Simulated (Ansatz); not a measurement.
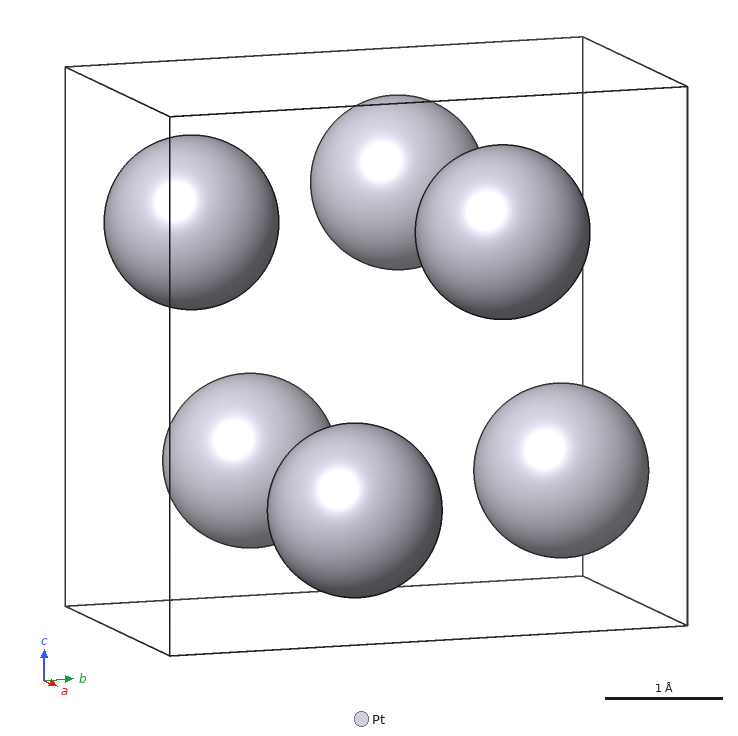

Spheres-only drawing of the structure, looking slightly off an axis. Lines trace the edges of the conventional unit cell. Cell: a = 2.725 Å, b = 4.720 Å, c = 4.707 Å, α = 90.00°, β = 90.00°, γ = 90.00°.

The element is platinum. Its lattice is base-centred orthorhombic, its space group Cmcm (No. 63). The cell holds four atoms. The coordination shell of Pt holds twelve Pt in a distorted anticuboctahedral arrangement at about 2.7 to 2.9 Å.

Provenance: a structure listed in the Materials Project. The cell was then strained or its atoms displaced on purpose. It was run through Ansatz as a DFT input.
